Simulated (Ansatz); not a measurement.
## ZnO: geometry relaxation (part 1 of 2)

The run: geometry relaxation of ZnO (P6₃mc, 4 atoms in the cell). Method and program: DFT LDA, scalar-relativistic, plane waves, PAW, no spin polarisation (Ansatz 0.2.0).

The structure derives from an entry of the Crystallography Open Database. Figures and captions count atoms from 1; the log counts them from 0 in places.

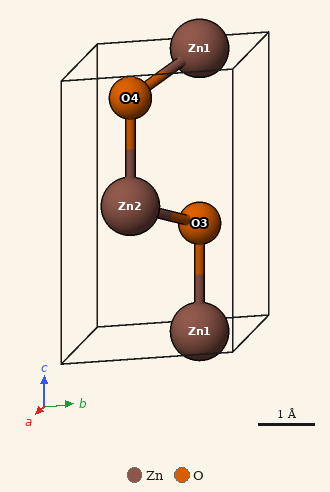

Figure 1. The starting structure (ball-and-stick view of the cell of the calculation, seen slightly off an axis; atoms are numbered from 1 in the order of the input).

### Input file
```yaml
crystal:
  lattice:
    - [3.2493987239, 0.0, 0.0]
    - [-1.6246993619, 2.8140618419, 0.0]
    - [0.0, 0.0, 5.2038]
  atoms:
    - { symbol: Zn, position: [0.3333333333, 0.6666666667, 0.0] }
    - { symbol: Zn, position: [0.6666666667, 0.3333333333, 0.5] }
    - { symbol: O, position: [0.3333333333, 0.6666666667, 0.3821] }
    - { symbol: O, position: [0.6666666667, 0.3333333333, 0.8821] }
basis:
  ecutwfc: 420
kpoints:
  mp_grid: { grid: [12, 12, 6] }
hamiltonian:
  xc: lda
scf:
  occupations: { method: gaussian, width: 0.02 }
output:
  forces: true
  stress: true
  eigenvalues: true
  write_density: true
  write_potential: true
  elf: true
  volumetric_format: npy
relax:
  adjacent_minimum: "off"
  f_tol: 0.005
  max_steps: 80
  cell: { stress_tol: 0.05 }
```

Run on 1 thread of Arm Neoverse V1, 24 GiB of memory available, shared host.

Run as:
```bash
ansatz run input.yaml --threads 1 --pin off --max-ram 2560MiB --backend cpu --events-out ev --progress --plain --runs-dir out
```

### Log
```
Engine: ansatz 0.2.0, aarch64-unknown-linux-gnu
Pseudopotentials: kind: paw
Pseudopotential: Zn, paw, valence charge 12, recommended cutoff 420 eV (normal), Zn.paw.azcp
Pseudopotential: O, paw, valence charge 6, recommended cutoff 420 eV (normal), O.paw.azcp
Functional definition: SPW92
  exchange = slater_x
  correlation = pw_c
Crystal: 4 atoms, lattice volume = 47.584 Å³
Basis set: ecut = 420 eV, 941 PW (Γ)
Bands: 22, of which v1, the nominal top of the filled ones, is band 18 counted from 1 (17 counted from 0)
Symmetry: 12 space group operations
Space group: P63mc (ITA 186), of the structure as read, at distance tolerance 3.6e-5 Å
k-points: 76 of 864 (time reversal used)
Non-local potential: Zn, projectors of the file, l = 0: 2, l = 1: 2, l = 2: 3, l = 3: 1
Non-local potential: O, projectors of the file, l = 0: 2, l = 1: 2, l = 2: 1
PAW form: soft (Blöchl's): semilocal exchange-correlation on the pseudo side does not see the compensation charge
PAW frozen core: Zn, regenerated for the run's functional, and the local potential with it (the file was generated under x = pbe(κ = 0.804, μ = 0.2195149727645171), c = pbe(β = 0.06672455060314922))
PAW frozen core: O, regenerated for the run's functional, and the local potential with it (the file was generated under x = pbe(κ = 0.804, μ = 0.2195149727645171), c = pbe(β = 0.06672455060314922))
PAW one-centre angular grid: Zn, 590 points (default); XC on 64 Gauss nodes
PAW one-centre angular grid: O, 110 points (default); XC on 64 Gauss nodes
Initial density: superposition of atomic densities (neutral atoms: chi_scale 0, normalization atom), corrected by the library's trained network
Initial wavefunctions: pseudopotential atomic-orbital guess
Functional: x = slater, c = lda
SCF iter   1: F=—  HF=-7603.924160 eV  |F-HF|=—  |Δ(HF+E_count)|=         —  Δρ=1.87e-2  dr2=1.42e-1  ethr=1.77e-3  ⟨swp⟩=6.1  Hψ=7347  notcnv=0
preconditioner: auto → Resta (q_TF=auto, 2.604 Å⁻¹)  ε∞=7.7  [insulator: Δε(μ)=0.554 eV  Ē_g=12.501 eV  σ=0.020 eV  W_gap=1.00  n_scr=22 (ndim 8)  ℏωp=32.3 eV  f_vac=0.036  D(μ)=0.00/eV (n_scr^D=0)  ε∞_Penn≈7.7]
SCF iter   2: F=—  HF=-7603.887781 eV  |F-HF|=—  |Δ(HF+E_count)|=   3.64e-2  Δρ=3.88e-3  dr2=2.67e-3  ethr=3.96e-4  ⟨swp⟩=3.0  Hψ=3941  notcnv=0
SCF iter   3: F=—  HF=-7603.887042 eV  |F-HF|=—  |Δ(HF+E_count)|=   7.39e-4  Δρ=2.07e-3  dr2=1.17e-3  ethr=7.42e-6  ⟨swp⟩=2.1  Hψ=2047  notcnv=0
SCF iter   4: F=—  HF=-7603.886668 eV  |F-HF|=—  |Δ(HF+E_count)|=   3.74e-4  Δρ=4.46e-4  dr2=5.28e-5  ethr=3.26e-6  ⟨swp⟩=2.0  Hψ=3043  notcnv=0
SCF iter   5: F=—  HF=-7603.886651 eV  |F-HF|=—  |Δ(HF+E_count)|=   1.72e-5  Δρ=1.55e-4  dr2=1.09e-5  ethr=1.47e-7  ⟨swp⟩=2.0  Hψ=2888  notcnv=0
SCF iter   6: F=—  HF=-7603.886654 eV  |F-HF|=—  |Δ(HF+E_count)|=   2.56e-6  Δρ=3.52e-5  dr2=6.76e-7  ethr=3.03e-8  ⟨swp⟩=2.7  Hψ=3015  notcnv=0
SCF iter   7: F=-7603.886654 eV  HF=-7603.886654 eV  |F-HF|=2.98e-9  |Δ(HF+E_count)|=   1.76e-7  Δρ=9.95e-6  dr2=5.48e-8  ethr=2.78e-10  ⟨swp⟩=7.2  Hψ=10241  notcnv=0
SCF 1 converged in 7 iterations: F = -7603.886654 eV  dr2 = 5.48e-8
  greatest PAW one-centre occupation: 0.987 electrons in one spin orbital (limit 2), on the Zn atom at site 1 (counted from 0), in its partial waves of l = 2
relax step   1: F+E_penalty+E_count = -7603.88665378 eV  Δ(F+E_penalty+E_count) = +0.000e0 eV  max|allowed force component| = 3.925e-2 eV/Å  Δτ_max = 0.0000 Å  P = -7.048 GPa  Ω = 47.584 Å³  (7 SCF iters, dr2 threshold 1.00e-7 eV, accepted)
Crystal: 4 atoms, lattice volume = 46.399 Å³
Initial density: handed on by an earlier stage of this run
Initial wavefunctions: those handed on with the density
iter 1 solved again at ethr=7.34e-6 eV; its pass at ethr=3.10e-3 eV (dr2=2.64e-3 eV) is discarded
SCF iter   1: F=—  HF=-7603.933589 eV  |F-HF|=—  |Δ(HF+E_count)|=         —  Δρ=2.60e-3  dr2=2.66e-3  ethr=7.34e-6  ⟨swp⟩=1.9  Hψ=8446  notcnv=0
preconditioner: auto → Resta (q_TF=auto, 2.615 Å⁻¹)  ε∞=7.6  [insulator: Δε(μ)=0.803 eV  Ē_g=12.765 eV  σ=0.020 eV  W_gap=1.00  n_scr=22 (ndim 8)  ℏωp=32.7 eV  f_vac=0.027  D(μ)=0.00/eV (n_scr^D=0)  ε∞_Penn≈7.6]
SCF iter   2: F=—  HF=-7603.932819 eV  |F-HF|=—  |Δ(HF+E_count)|=   7.70e-4  Δρ=7.91e-4  dr2=2.12e-4  ethr=7.34e-6  ⟨swp⟩=2.0  Hψ=3216  notcnv=0
SCF iter   3: F=—  HF=-7603.932767 eV  |F-HF|=—  |Δ(HF+E_count)|=   5.22e-5  Δρ=4.64e-4  dr2=1.18e-4  ethr=5.90e-7  ⟨swp⟩=2.8  Hψ=3146  notcnv=0
SCF iter   4: F=—  HF=-7603.932754 eV  |F-HF|=—  |Δ(HF+E_count)|=   1.31e-5  Δρ=3.27e-4  dr2=3.05e-5  ethr=3.29e-7  ⟨swp⟩=2.0  Hψ=2846  notcnv=0
SCF iter   5: F=—  HF=-7603.932746 eV  |F-HF|=—  |Δ(HF+E_count)|=   7.71e-6  Δρ=7.49e-5  dr2=1.58e-6  ethr=8.46e-8  ⟨swp⟩=2.0  Hψ=2880  notcnv=0
SCF iter   6: F=-7603.932747 eV  HF=-7603.932747 eV  |F-HF|=3.77e-8  |Δ(HF+E_count)|=   3.27e-7  Δρ=9.81e-6  dr2=3.98e-8  ethr=1.11e-9  ⟨swp⟩=9.2  Hψ=12536  notcnv=0
SCF 2 converged in 6 iterations: F = -7603.932747 eV  dr2 = 3.98e-8
  greatest PAW one-centre occupation: 0.987 electrons in one spin orbital (limit 2), on the Zn atom at site 0 (counted from 0), in its partial waves of l = 2
relax step   2: F+E_penalty+E_count = -7603.93274655 eV  Δ(F+E_penalty+E_count) = -4.609e-2 eV  max|allowed force component| = 3.819e-2 eV/Å  Δτ_max = 0.0015 Å  P = -3.402 GPa  Ω = 46.399 Å³  energy of the carried Pulay correction = +6.767e-3 eV  (6 SCF iters, dr2 threshold 4.00e-7 eV, accepted)
Crystal: 4 atoms, lattice volume = 45.340 Å³
Basis set: ecut = 420 eV, 905 PW (Γ)
iter 1 solved again at ethr=6.71e-6 eV; its pass at ethr=3.10e-3 eV (dr2=2.42e-3 eV) is discarded
SCF iter   1: F=—  HF=-7603.950731 eV  |F-HF|=—  |Δ(HF+E_count)|=         —  Δρ=2.56e-3  dr2=2.43e-3  ethr=6.71e-6  ⟨swp⟩=1.7  Hψ=8600  notcnv=0
preconditioner: auto → Resta (q_TF=auto, 2.625 Å⁻¹)  ε∞=7.5  [insulator: Δε(μ)=0.834 eV  Ē_g=12.929 eV  σ=0.020 eV  W_gap=1.00  n_scr=22 (ndim 8)  ℏωp=33.1 eV  f_vac=0.024  D(μ)=0.00/eV (n_scr^D=0)  ε∞_Penn≈7.5]
SCF iter   2: F=—  HF=-7603.950021 eV  |F-HF|=—  |Δ(HF+E_count)|=   7.10e-4  Δρ=7.90e-4  dr2=1.94e-4  ethr=6.71e-6  ⟨swp⟩=2.0  Hψ=3211  notcnv=0
SCF iter   3: F=—  HF=-7603.949977 eV  |F-HF|=—  |Δ(HF+E_count)|=   4.43e-5  Δρ=4.51e-4  dr2=1.00e-4  ethr=5.38e-7  ⟨swp⟩=3.0  Hψ=3233  notcnv=0
SCF iter   4: F=—  HF=-7603.949967 eV  |F-HF|=—  |Δ(HF+E_count)|=   1.00e-5  Δρ=3.08e-4  dr2=2.60e-5  ethr=2.79e-7  ⟨swp⟩=2.0  Hψ=2847  notcnv=0
SCF iter   5: F=—  HF=-7603.949960 eV  |F-HF|=—  |Δ(HF+E_count)|=   7.10e-6  Δρ=7.29e-5  dr2=1.46e-6  ethr=7.21e-8  ⟨swp⟩=2.0  Hψ=2881  notcnv=0
SCF iter   6: F=-7603.949960 eV  HF=-7603.949960 eV  |F-HF|=2.67e-8  |Δ(HF+E_count)|=   2.52e-7  Δρ=9.90e-6  dr2=3.64e-8  ethr=1.11e-9  ⟨swp⟩=9.2  Hψ=12789  notcnv=0
SCF 3 converged in 6 iterations: F = -7603.949960 eV  dr2 = 3.64e-8
relax step   3: F+E_penalty+E_count = -7603.94996001 eV  Δ(F+E_penalty+E_count) = -1.721e-2 eV  max|allowed force component| = 3.342e-2 eV/Å  Δτ_max = 0.0029 Å  P = +0.288 GPa  Ω = 45.340 Å³  energy of the carried Pulay correction = +1.296e-2 eV  (6 SCF iters, dr2 threshold 4.00e-7 eV, accepted)
Crystal: 4 atoms, lattice volume = 45.410 Å³
iter 1 solved again at ethr=5.88e-8 eV; its pass at ethr=3.10e-3 eV (dr2=2.12e-5 eV) is discarded
SCF iter   1: F=—  HF=-7603.949739 eV  |F-HF|=—  |Δ(HF+E_count)|=         —  Δρ=2.95e-4  dr2=2.16e-5  ethr=5.88e-8  ⟨swp⟩=2.0  Hψ=8302  notcnv=0
preconditioner: auto → Resta (q_TF=auto, 2.625 Å⁻¹)  ε∞=7.6  [insulator: Δε(μ)=0.801 eV  Ē_g=12.895 eV  σ=0.020 eV  W_gap=1.00  n_scr=22 (ndim 8)  ℏωp=33.1 eV  f_vac=0.028  D(μ)=0.00/eV (n_scr^D=0)  ε∞_Penn≈7.6]
SCF iter   2: F=—  HF=-7603.949732 eV  |F-HF|=—  |Δ(HF+E_count)|=   7.36e-6  Δρ=1.25e-4  dr2=3.14e-6  ethr=5.88e-8  ⟨swp⟩=2.1  Hψ=2845  notcnv=0
SCF iter   3: F=—  HF=-7603.949731 eV  |F-HF|=—  |Δ(HF+E_count)|=   1.12e-6  Δρ=4.52e-5  dr2=6.76e-7  ethr=8.72e-9  ⟨swp⟩=2.1  Hψ=2541  notcnv=0
SCF iter   4: F=-7603.949731 eV  HF=-7603.949731 eV  |F-HF|=6.68e-8  |Δ(HF+E_count)|=   1.27e-7  Δρ=1.99e-5  dr2=1.15e-7  ethr=6.59e-10  ⟨swp⟩=9.6  Hψ=12689  notcnv=0
SCF 4 converged in 4 iterations: F = -7603.949731 eV  dr2 = 1.15e-7
  Residual-converged pass: ⟨swp⟩=1.1  Hψ=1985  notcnv=0  max |occ|·‖R‖ = 7.1e-9 eV (tolerance 1.0e-8 eV)  dr2=1.15e-7  dr2_onsite=6.14e-8  max |Δocc| = 1.4e-185
relax step   4: F+E_penalty+E_count = -7603.94973071 eV  Δ(F+E_penalty+E_count) = +2.293e-4 eV  max|allowed force component| = 2.670e-2 eV/Å  Δτ_max = 0.0010 Å  P = +0.033 GPa  Ω = 45.410 Å³  energy of the carried Pulay correction = +1.255e-2 eV  (4 SCF iters, dr2 threshold 2.37e-7 eV, accepted)
Crystal: 4 atoms, lattice volume = 45.417 Å³
iter 1 solved again at ethr=3.57e-7 eV; its pass at ethr=3.10e-3 eV (dr2=1.29e-4 eV) is discarded
SCF iter   1: F=—  HF=-7603.949937 eV  |F-HF|=—  |Δ(HF+E_count)|=         —  Δρ=8.37e-4  dr2=1.26e-4  ethr=3.57e-7  ⟨swp⟩=2.2  Hψ=8592  notcnv=0
preconditioner: auto → Resta (q_TF=auto, 2.625 Å⁻¹)  ε∞=7.6  [insulator: Δε(μ)=0.799 eV  Ē_g=12.896 eV  σ=0.020 eV  W_gap=1.00  n_scr=22 (ndim 8)  ℏωp=33.1 eV  f_vac=0.027  D(μ)=0.00/eV (n_scr^D=0)  ε∞_Penn≈7.6]
SCF iter   2: F=—  HF=-7603.949889 eV  |F-HF|=—  |Δ(HF+E_count)|=   4.84e-5  Δρ=4.09e-4  dr2=3.12e-5  ethr=3.50e-7  ⟨swp⟩=2.0  Hψ=2813  notcnv=0
SCF iter   3: F=—  HF=-7603.949877 eV  |F-HF|=—  |Δ(HF+E_count)|=   1.14e-5  Δρ=4.13e-5  dr2=6.57e-7  ethr=8.67e-8  ⟨swp⟩=2.0  Hψ=2797  notcnv=0
SCF iter   4: F=—  HF=-7603.949878 eV  |F-HF|=—  |Δ(HF+E_count)|=   3.01e-7  Δρ=3.46e-5  dr2=4.06e-7  ethr=1.83e-9  ⟨swp⟩=2.0  Hψ=3040  notcnv=0
SCF iter   5: F=-7603.949878 eV  HF=-7603.949878 eV  |F-HF|=1.34e-8  |Δ(HF+E_count)|=   1.01e-7  Δρ=7.81e-6  dr2=2.53e-8  ethr=1.24e-10  ⟨swp⟩=6.0  Hψ=11617  notcnv=0
SCF 5 converged in 5 iterations: F = -7603.949878 eV  dr2 = 2.53e-8
relax step   5: F+E_penalty+E_count = -7603.94987764 eV  Δ(F+E_penalty+E_count) = -1.469e-4 eV  max|allowed force component| = 9.283e-4 eV/Å  Δτ_max = 0.0037 Å  P = +0.003 GPa  Ω = 45.417 Å³  energy of the carried Pulay correction = +1.251e-2 eV  (5 SCF iters, dr2 threshold 4.46e-8 eV, accepted)
Initial wavefunctions: pseudopotential atomic-orbital guess (no wavefunctions were taken with the density)
iter 1 solved again at ethr=1.55e-7 eV; its pass at ethr=3.10e-3 eV (dr2=5.59e-5 eV) is discarded
SCF iter   1: F=—  HF=-7603.939728 eV  |F-HF|=—  |Δ(HF+E_count)|=         —  Δρ=4.48e-4  dr2=1.35e-5  ethr=1.55e-7  ⟨swp⟩=3.0  Hψ=11890  notcnv=0
preconditioner: auto → Resta (q_TF=auto, 2.625 Å⁻¹)  ε∞=7.6  [insulator: Δε(μ)=0.799 eV  Ē_g=12.896 eV  σ=0.020 eV  W_gap=1.00  n_scr=22 (ndim 8)  ℏωp=33.1 eV  f_vac=0.026  D(μ)=0.00/eV (n_scr^D=0)  ε∞_Penn≈7.6]
SCF iter   2: F=—  HF=-7603.939727 eV  |F-HF|=—  |Δ(HF+E_count)|=   1.45e-6  Δρ=2.36e-4  dr2=6.26e-6  ethr=3.75e-8  ⟨swp⟩=2.0  Hψ=3035  notcnv=0
SCF iter   3: F=—  HF=-7603.939727 eV  |F-HF|=—  |Δ(HF+E_count)|=   7.49e-7  Δρ=9.37e-5  dr2=5.69e-7  ethr=1.74e-8  ⟨swp⟩=3.0  Hψ=3199  notcnv=0
SCF iter   4: F=—  HF=-7603.939727 eV  |F-HF|=—  |Δ(HF+E_count)|=   6.24e-7  Δρ=2.07e-5  dr2=1.11e-7  ethr=1.58e-9  ⟨swp⟩=2.0  Hψ=2887  notcnv=0
SCF iter   5: F=—  HF=-7603.939727 eV  |F-HF|=—  |Δ(HF+E_count)|=   6.35e-8  Δρ=3.42e-6  dr2=2.11e-9  ethr=3.09e-10  ⟨swp⟩=2.0  Hψ=2887  notcnv=0
SCF iter   6: F=—  HF=-7603.939727 eV  |F-HF|=—  |Δ(HF+E_count)|=   8.02e-9  Δρ=1.64e-6  dr2=4.82e-10  ethr=5.87e-12  ⟨swp⟩=2.0  Hψ=3005  notcnv=0
SCF iter   7: F=-7603.939727 eV  HF=-7603.939727 eV  |F-HF|=0.00e0  |Δ(HF+E_count)|=  5.00e-11  Δρ=1.86e-7  dr2=1.46e-11  ethr=1.00e-12  ⟨swp⟩=4.0  Hψ=8430  notcnv=0
SCF 6 converged in 7 iterations: F = -7603.939727 eV  dr2 = 1.46e-11
relax step   6: F+E_penalty+E_count = -7603.93972669 eV  Δ(F+E_penalty+E_count) = +1.015e-2 eV  max|allowed force component| = 1.297e-3 eV/Å  Δτ_max = 0.0000 Å  P = -0.340 GPa  Ω = 45.417 Å³  stress off target by 3.83e-1 GPa  SCF on the basis re-selected at this cell (its energy is not comparable with the rows above)  (7 SCF iters)
basis re-selected at this cell: Δ(F+E_penalty+E_count) = +1.015e-2 eV, ΔP = -0.343 GPa vs the last step (what re-selecting the basis moved, of the pressure what is left beyond the Pulay correction that the steps carried, after the strain that the cell walked since its last selection, with what the two solves' SCF thresholds leave and, on support functions, any second-order correction that the steps lacked; it is no measure of the basis error at this ecutwfc). This SCF's stress stands 3.83e-1 GPa from its target on what of the cell is left free (relax.cell.stress_tol is 5.00e-2 GPa) and its largest allowed force component is 1.30e-3 eV/Å (relax.f_tol is 5.00e-3 eV/Å): not within both, so this SCF does not close the relaxation
Crystal: 4 atoms, lattice volume = 45.325 Å³
Basis set: ecut = 420 eV, 881 PW (Γ)
iter 1 solved again at ethr=5.48e-8 eV; its pass at ethr=3.10e-3 eV (dr2=1.97e-5 eV) is discarded
SCF iter   1: F=—  HF=-7603.940380 eV  |F-HF|=—  |Δ(HF+E_count)|=         —  Δρ=2.44e-4  dr2=2.05e-5  ethr=5.48e-8  ⟨swp⟩=2.1  Hψ=8278  notcnv=0
preconditioner: auto → Resta (q_TF=auto, 2.626 Å⁻¹)  ε∞=7.6  [insulator: Δε(μ)=0.804 eV  Ē_g=12.913 eV  σ=0.020 eV  W_gap=1.00  n_scr=22 (ndim 8)  ℏωp=33.1 eV  f_vac=0.025  D(μ)=0.00/eV (n_scr^D=0)  ε∞_Penn≈7.6]
SCF iter   2: F=—  HF=-7603.940374 eV  |F-HF|=—  |Δ(HF+E_count)|=   6.06e-6  Δρ=8.21e-5  dr2=1.77e-6  ethr=5.48e-8  ⟨swp⟩=2.0  Hψ=2940  notcnv=0
SCF iter   3: F=—  HF=-7603.940373 eV  |F-HF|=—  |Δ(HF+E_count)|=   4.17e-7  Δρ=4.36e-5  dr2=7.93e-7  ethr=1.02e-9  ⟨swp⟩=8.9  Hψ=13738  notcnv=0
SCF iter   4: F=-7603.940373 eV  HF=-7603.940373 eV  |F-HF|=1.96e-7  |Δ(HF+E_count)|=   8.09e-8  Δρ=2.65e-5  dr2=1.87e-7  ethr=1.02e-9  ⟨swp⟩=9.1  Hψ=12115  notcnv=0
SCF 7 converged in 4 iterations: F = -7603.940373 eV  dr2 = 1.87e-7
relax step   7: F+E_penalty+E_count = -7603.94037309 eV  Δ(F+E_penalty+E_count) = -6.464e-4 eV  max|allowed force component| = 4.276e-4 eV/Å  Δτ_max = 0.0004 Å  P = -0.006 GPa  Ω = 45.325 Å³  energy of the carried Pulay correction = +5.382e-4 eV  (4 SCF iters, dr2 threshold 3.66e-7 eV, accepted)
iter 1 solved again at ethr=1.85e-7 eV; its pass at ethr=3.10e-3 eV (dr2=6.67e-5 eV) is discarded
```
